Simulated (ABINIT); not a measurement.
**SnTe: phonon calculation (part 3 of 3)**

The same run, continued: SnTe (Fm-3m, 2 atoms in the cell); Kohn-Sham DFT of a periodic cell, LDA, PseudoDojo NC SR LDA v0.4.1 standard, no spin polarisation (ABINIT 10.8.3); cutoff 952.4 eV, 4×4×4 k-mesh, fixed occupations. The structure derives from an entry of the Crystallography Open Database.

Geometry of the input (Å; fractional positions):
```
0.0000  3.1509  3.1509
3.1509  0.0000  3.1509
3.1509  3.1509  0.0000
Te 0.5000  0.5000  0.5000
Sn 0.0000  0.0000  0.0000
```

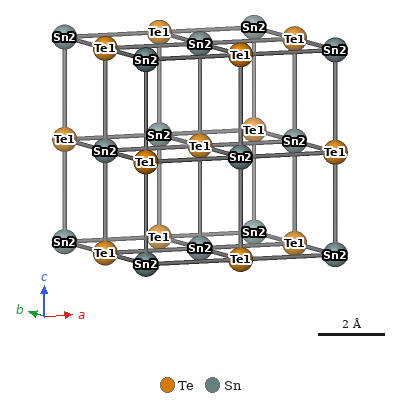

**Figure 1.** The input geometry (ball-and-stick view of the cell 4 times as large as that of the calculation, set on its symmetry axes, seen slightly off an axis; atoms are numbered from 1 in the order of the input). An atom can appear more than once, as a periodic image.

## Output, continued
```
 Total localisation tensor (bohr^2) in cartesian coordinates
  WARNING : still subject to testing - especially symmetries.
      direction              matrix element
   alpha     beta       real part   imaginary part
     1        1       3.6517086299   -0.0000000000
     1        2       1.8258543149    0.0000000000
     1        3       1.8258543149   -0.0000000000
     2        1       1.8258543149    0.0000000000
     2        2       3.6517086298   -0.0000000000
     2        3       1.8258543149   -0.0000000000
     3        1       1.8258543149   -0.0000000000
     3        2       1.8258543149   -0.0000000000
     3        3       3.6517086298   -0.0000000000

 respfn : d/dk was computed, but no 2DTE, so no DDB output.

================================================================================
== DATASET  3 ==================================================================

--- !DatasetInfo
iteration_state: {dtset: 3, }
dimensions: {natom: 2, nkpt: 128, mband: 15, nsppol: 1, nspinor: 1, nspden: 1, mpw: 4191, }
cutoff_energies: {ecut:  35.0, pawecutdg:  -1.0, }
electrons: {nelect:   3.00000000E+01, charge:   0.00000000E+00, occopt:   1.00000000E+00, tsmear:   1.00000000E-02, }
meta: {optdriver: 1, rfelfd: 3, rfphon: 1, }
...

 mkfilename : getwfk/=0, take file _WFK from output of DATASET   1.

 mkfilename : getddk/=0, take file _1WF from output of DATASET   2.

 Exchange-correlation functional for the present dataset will be:
  LDA: Perdew-Wang 92 LSD fit to Ceperley-Alder data - ixc=7
  J.P.Perdew and Y.Wang, PRB 45, 13244 (1992)

 Real(R)+Recip(G) space primitive vectors, cartesian coordinates (Bohr,Bohr^-1):
 R(1)=  0.0000000  5.9542436  5.9542436  G(1)= -0.0839737  0.0839737  0.0839737
 R(2)=  5.9542436  0.0000000  5.9542436  G(2)=  0.0839737 -0.0839737  0.0839737
 R(3)=  5.9542436  5.9542436  0.0000000  G(3)=  0.0839737  0.0839737 -0.0839737
 Unit cell volume ucvol=  4.2219179E+02 bohr^3
 Angles (23,13,12)=  6.00000000E+01  6.00000000E+01  6.00000000E+01 degrees
 setup1 : take into account q-point for computing boxcut.

 getcut: wavevector=  0.0000  0.0000  0.0000  ngfft=  48  48  48
         ecut(hartree)=     35.000   => boxcut(ratio)=   2.14043
--------------------------------------------------------------------------------

 ==>  initialize data related to q vector <==

 The list of irreducible perturbations for this q vector is:
    1)    idir= 1    ipert=   1
    2)    idir= 1    ipert=   2
    3)    idir= 1    ipert=   4

================================================================================

 The perturbation idir=   2  ipert=   1 is
 symmetric of a previously calculated perturbation.
 So, its SCF calculation is not needed.

 The perturbation idir=   3  ipert=   1 is
 symmetric of a previously calculated perturbation.
 So, its SCF calculation is not needed.

 The perturbation idir=   2  ipert=   2 is
 symmetric of a previously calculated perturbation.
 So, its SCF calculation is not needed.

 The perturbation idir=   3  ipert=   2 is
 symmetric of a previously calculated perturbation.
 So, its SCF calculation is not needed.

 The perturbation idir=   2  ipert=   4 is
 symmetric of a previously calculated perturbation.
 So, its SCF calculation is not needed.

 The perturbation idir=   3  ipert=   4 is
 symmetric of a previously calculated perturbation.
 So, its SCF calculation is not needed.

--------------------------------------------------------------------------------
 Perturbation wavevector (in red.coord.)   0.000000  0.000000  0.000000
 Perturbation : displacement of atom   1   along direction   1
 Found     4 symmetries that leave the perturbation invariant.
 symkpt : the number of k-points, thanks to the symmetries,
 is reduced to    40 .

--------------------------------------------------------------------------------

--------------------------------------------------------------------------------

 Initialisation of the first-order wave-functions :
  ireadwf=   0

--- !BeginCycle
iteration_state: {dtset: 3, }
solver: {iscf: 7, nstep: 80, nline: 4, wfoptalg: 0, }
tolerances: {tolvrs: 1.00E-09, }
...

     iter   2DEtotal(Ha)        deltaE(Ha) residm    vres2
-ETOT  1   6.6782829798626     -3.521E+04 4.148E+01 2.943E+02
 ETOT  2  4.85050654328916E-02 -6.630E+00 1.850E-01 7.556E+02
 ETOT  3 -0.11295912751530     -1.615E-01 2.743E-03 1.251E+02
 ETOT  4 -0.13203354227744     -1.907E-02 1.908E-03 2.667E+01
 ETOT  5 -0.13741555960451     -5.382E-03 8.796E-05 1.811E-01
 ETOT  6 -0.13748338937739     -6.783E-05 3.204E-05 2.243E-02
 ETOT  7 -0.13749136644628     -7.977E-06 2.333E-06 1.025E-03
 ETOT  8 -0.13749195645369     -5.900E-07 4.643E-07 1.076E-06
 ETOT  9 -0.13749200719622     -5.074E-08 6.200E-08 2.706E-06
 ETOT 10 -0.13749201487963     -7.683E-09 9.206E-09 3.037E-08
 ETOT 11 -0.13749201594192     -1.062E-09 1.433E-09 1.766E-08
 ETOT 12 -0.13749201634937     -4.075E-10 1.786E-10 1.039E-10

 At SCF step   12       vres2   =  1.04E-10 < tolvrs=  1.00E-09 =>converged.
-open ddk wf file :runo_DS2_1WF7
-open ddk wf file :runo_DS2_1WF8
-open ddk wf file :runo_DS2_1WF9
================================================================================

 ----iterations are completed or convergence reached----

 Mean square residual over all n,k,spin=   39.645E-14; max=  17.859E-11

 2DEtotal=   -0.1374920163E+00 Ha. Also 2DEtotal=   -0.374134836262E+01 eV
    (2DErelax=   -3.5218771671E+04 Ha. 2DEnonrelax=    3.5218634179E+04 Ha)
    (  non-var. 2DEtotal :   -1.3748020543E-01 Ha)

--------------------------------------------------------------------------------
 Perturbation wavevector (in red.coord.)   0.000000  0.000000  0.000000
 Perturbation : displacement of atom   2   along direction   1
 Found     4 symmetries that leave the perturbation invariant.
 symkpt : the number of k-points, thanks to the symmetries,
 is reduced to    40 .

--------------------------------------------------------------------------------

--------------------------------------------------------------------------------

 Initialisation of the first-order wave-functions :
  ireadwf=   0

--- !BeginCycle
iteration_state: {dtset: 3, }
solver: {iscf: 7, nstep: 80, nline: 4, wfoptalg: 0, }
tolerances: {tolvrs: 1.00E-09, }
...

     iter   2DEtotal(Ha)        deltaE(Ha) residm    vres2
-ETOT  1   7.0088952204740     -2.358E+04 2.772E+01 5.414E+02
 ETOT  2 -4.66097658438684E-02 -7.056E+00 1.676E-01 3.511E+02
 ETOT  3 -0.13559218736305     -8.898E-02 1.418E-03 6.983E+00
 ETOT  4 -0.13692042813022     -1.328E-03 6.602E-04 1.539E+00
 ETOT  5 -0.13751419103323     -5.938E-04 1.609E-05 2.762E-02
 ETOT  6 -0.13752448773562     -1.030E-05 9.995E-06 1.187E-03
 ETOT  7 -0.13752526565190     -7.779E-07 3.211E-07 9.348E-06
 ETOT  8 -0.13752532110925     -5.546E-08 2.345E-07 4.120E-06
 ETOT  9 -0.13752533014599     -9.037E-09 5.497E-09 1.280E-07
 ETOT 10 -0.13752533147021     -1.321E-09 4.847E-09 1.283E-08
 ETOT 11 -0.13752533144111      2.547E-11 1.854E-10 6.991E-10

 At SCF step   11       vres2   =  6.99E-10 < tolvrs=  1.00E-09 =>converged.
-open ddk wf file :runo_DS2_1WF7
-open ddk wf file :runo_DS2_1WF8
-open ddk wf file :runo_DS2_1WF9
================================================================================

 ----iterations are completed or convergence reached----

 Mean square residual over all n,k,spin=   56.325E-14; max=  18.542E-11

 2DEtotal=   -0.1375253314E+00 Ha. Also 2DEtotal=   -0.374225491245E+01 eV
    (2DErelax=   -2.3588680187E+04 Ha. 2DEnonrelax=    2.3588542662E+04 Ha)
    (  non-var. 2DEtotal :   -1.3752872207E-01 Ha)

--------------------------------------------------------------------------------
 Perturbation wavevector (in red.coord.)   0.000000  0.000000  0.000000
 Perturbation : homogeneous electric field along direction   1
 The set of symmetries contains only one element for this perturbation.
 symkpt : not enough symmetry to change the number of k points.

--------------------------------------------------------------------------------

--------------------------------------------------------------------------------

 Initialisation of the first-order wave-functions :
  ireadwf=   0

--- !BeginCycle
iteration_state: {dtset: 3, }
solver: {iscf: 7, nstep: 80, nline: 4, wfoptalg: 0, }
tolerances: {tolvrs: 1.00E-09, }
...

     iter   2DEtotal(Ha)        deltaE(Ha) residm    vres2
-ETOT  1  -2002.6379493173     -2.003E+03 3.131E+02 2.800E+05
 ETOT  2  -2056.2356600568     -5.360E+01 5.243E+00 1.202E+05
 ETOT  3  -2098.3196388826     -4.208E+01 1.523E-01 8.949E+02
 ETOT  4  -2098.6454123452     -3.258E-01 1.331E-01 1.503E+01
 ETOT  5  -2098.6568746446     -1.146E-02 4.590E-03 2.072E+00
 ETOT  6  -2098.6587114141     -1.837E-03 2.562E-03 2.909E-02
 ETOT  7  -2098.6588915327     -1.801E-04 1.012E-04 9.015E-04
 ETOT  8  -2098.6589166440     -2.511E-05 6.059E-05 3.683E-04
 ETOT  9  -2098.6589204825     -3.838E-06 2.297E-06 2.373E-05
 ETOT 10  -2098.6589210499     -5.674E-07 1.396E-06 4.602E-07
 ETOT 11  -2098.6589211356     -8.577E-08 5.245E-08 1.055E-07
 ETOT 12  -2098.6589211488     -1.317E-08 3.224E-08 7.181E-09
 ETOT 13  -2098.6589211507     -1.931E-09 1.221E-09 1.491E-08
 ETOT 14  -2098.6589211511     -3.965E-10 7.573E-10 8.668E-10

 At SCF step   14       vres2   =  8.67E-10 < tolvrs=  1.00E-09 =>converged.
-open ddk wf file :runo_DS2_1WF7
-open ddk wf file :runo_DS2_1WF8
-open ddk wf file :runo_DS2_1WF9
================================================================================

 ----iterations are completed or convergence reached----

 Mean square residual over all n,k,spin=   23.649E-13; max=  75.734E-11

 2DEtotal=   -0.2098658921E+04 Ha. Also 2DEtotal=   -0.571074185020E+05 eV
    (  non-var. 2DEtotal :   -2.0986588944E+03 Ha)
================================================================================

 ---- first-order wavefunction calculations are completed ----

 ==> Compute Derivative Database <==
 The violation of the charge neutrality conditions
 by the effective charges is as follows :
    atom        electric field
 displacement     direction
       1               1       -0.242455        0.000000
       1               2        0.000000        0.000000
       1               3       -0.000000        0.000000
       2               1        0.000000        0.000000
       2               2       -0.242455        0.000000
       2               3        0.000000        0.000000
       3               1       -0.000000        0.000000
       3               2       -0.000000        0.000000
       3               3       -0.242455        0.000000

 Effective charge tensors after
 imposition of the charge neutrality (if requested by user),
 and eventual restriction to some part :
   atom    displacement
         1         1   -7.479218E+00   -1.537788E-15   -1.528114E-15
         1         2    1.652420E-17   -7.479218E+00    1.547462E-15
         1         3   -1.652420E-17    1.537788E-15   -7.479218E+00
         2         1    7.479218E+00    1.537788E-15    1.528114E-15
         2         2   -1.652420E-17    7.479218E+00   -1.547462E-15
         2         3    1.652420E-17   -1.537788E-15    7.479218E+00
 Now, the imaginary part of the dynamical matrix is zeroed

  Dynamical matrix, in cartesian coordinates,
   if specified in the inputs, asr has been imposed
     j1       j2             matrix element
  dir pert dir pert     real part    imaginary part

   1    1   1    1        -0.0019408031         0.0000000000
   1    1   1    2         0.0019408031         0.0000000000

   2    1   2    1        -0.0019408031         0.0000000000
   2    1   2    2         0.0019408031         0.0000000000

   3    1   3    1        -0.0019408031         0.0000000000
   3    1   3    2         0.0019408031         0.0000000000

   1    2   1    1         0.0019402514         0.0000000000
   1    2   1    2        -0.0019402514         0.0000000000

   2    2   2    1         0.0019402514         0.0000000000
   2    2   2    2        -0.0019402514         0.0000000000

   3    2   3    1         0.0019402514         0.0000000000
   3    2   3    2        -0.0019402514         0.0000000000

  Dielectric tensor, in cartesian coordinates,
     j1       j2             matrix element
  dir pert dir pert     real part    imaginary part

   1    4   1    4        75.7952690769        -0.0000000000

   2    4   2    4        75.7952690769        -0.0000000000

   3    4   3    4        75.7952690769        -0.0000000000

  Effective charges, in cartesian coordinates,
  (from electric field response)
   if specified in the inputs, charge neutrality has been imposed
     j1       j2             matrix element
  dir pert dir pert     real part    imaginary part

   1    1   1    4        -7.4792180011         0.0000000000
   1    2   1    4         7.4792180011         0.0000000000

   2    1   2    4        -7.4792180011         0.0000000000
   2    2   2    4         7.4792180011         0.0000000000

   3    1   3    4        -7.4792180011         0.0000000000
   3    2   3    4         7.4792180011         0.0000000000

  Effective charges, in cartesian coordinates,
  (from phonon response)
   if specified in the inputs, charge neutrality has been imposed
     j1       j2             matrix element
  dir pert dir pert     real part    imaginary part

   1    4   1    1        -7.4792151731         0.0000000000

   2    4   2    1        -7.4792151731         0.0000000000

   3    4   3    1        -7.4792151731         0.0000000000

   1    4   1    2         7.4792151731         0.0000000000

   2    4   2    2         7.4792151731         0.0000000000

   3    4   3    2         7.4792151731         0.0000000000

  Phonon wavevector (reduced coordinates) :  0.00000  0.00000  0.00000
 Phonon energies in Hartree :
  -1.315681E-04 -1.315681E-04 -1.315681E-04  0.000000E+00  0.000000E+00
   0.000000E+00
 Phonon frequencies in cm-1    :
  -2.887587E+01 -2.887587E+01 -2.887587E+01  0.000000E+00  0.000000E+00
   0.000000E+00

  Phonon at Gamma, with non-analyticity in the
  direction (cartesian coordinates)  1.00000  0.00000  0.00000
 Phonon energies in Hartree :
  -1.315681E-04 -1.315681E-04  0.000000E+00  0.000000E+00  0.000000E+00
   4.226629E-04
 Phonon frequencies in cm-1    :
  -2.887587E+01 -2.887587E+01  0.000000E+00  0.000000E+00  0.000000E+00
   9.276378E+01

  Phonon at Gamma, with non-analyticity in the
  direction (cartesian coordinates)  0.00000  1.00000  0.00000
 Phonon energies in Hartree :
  -1.315681E-04 -1.315681E-04  0.000000E+00  0.000000E+00  0.000000E+00
   4.226629E-04
 Phonon frequencies in cm-1    :
  -2.887587E+01 -2.887587E+01  0.000000E+00  0.000000E+00  0.000000E+00
   9.276378E+01

  Phonon at Gamma, with non-analyticity in the
  direction (cartesian coordinates)  0.00000  0.00000  1.00000
 Phonon energies in Hartree :
  -1.315681E-04 -1.315681E-04  0.000000E+00  0.000000E+00  0.000000E+00
   4.226629E-04
 Phonon frequencies in cm-1    :
  -2.887587E+01 -2.887587E+01  0.000000E+00  0.000000E+00  0.000000E+00
   9.276378E+01

== END DATASET(S) ==============================================================
================================================================================

 -outvars: echo values of variables after computation  --------
            acell      1.0000000000E+00  1.0000000000E+00  1.0000000000E+00 Bohr
           etotal1    -1.8323088267E+02
           etotal2    -5.8617695716E+01
           etotal3    -2.0986589212E+03
            fcart1    -1.7664956593E-31  1.7664956593E-31 -1.7664956593E-31
                       1.7664956593E-31 -1.7664956593E-31  1.7664956593E-31
            fcart3     0.0000000000E+00  0.0000000000E+00  0.0000000000E+00
                       0.0000000000E+00  0.0000000000E+00  0.0000000000E+00
            rprim      0.0000000000E+00  5.9542435598E+00  5.9542435598E+00
                       5.9542435598E+00  0.0000000000E+00  5.9542435598E+00
                       5.9542435598E+00  5.9542435598E+00  0.0000000000E+00
           strten1     4.6889681065E-05  4.6889681065E-05  4.6889681065E-05
                       0.0000000000E+00  0.0000000000E+00  0.0000000000E+00
           strten3     0.0000000000E+00  0.0000000000E+00  0.0000000000E+00
                       0.0000000000E+00  0.0000000000E+00  0.0000000000E+00
           xangst      3.1508499979E+00  3.1508499979E+00  3.1508499979E+00
                       0.0000000000E+00  0.0000000000E+00  0.0000000000E+00
             xred      5.0000000000E-01  5.0000000000E-01  5.0000000000E-01
                       0.0000000000E+00  0.0000000000E+00  0.0000000000E+00
 Calculation completed.
```

## Summary

```json
{"quantity": "outcome", "value": "converged"}
{"quantity": "space group (tolerance 0.01 Å)", "value": "Fm-3m (225)"}
{"quantity": "electrons treated", "value": "30"}
{"quantity": "free energy", "value": "−4985.9663 eV"}
{"quantity": "Fermi energy", "value": "4.873 eV"}
{"quantity": "pressure", "value": "−1.38 GPa"}
{"quantity": "largest force (length of the vector)", "value": "under 0.001 eV/Å"}
{"quantity": "ε∞ (xx, yy, zz)", "value": "75.80, 75.80, 75.80"}
{"quantity": "Born charges (mean of the diagonal)", "value": "Te1 (−7.48 e); Sn2 (7.48 e)"}
{"quantity": "hardware", "value": "4 threads of Arm Neoverse V2, 112 GiB of memory available, shared host"}
{"quantity": "wall time", "value": "7.1 min (CPU time 28 min)"}
{"quantity": "peak memory", "value": "0.72 GiB"}
```
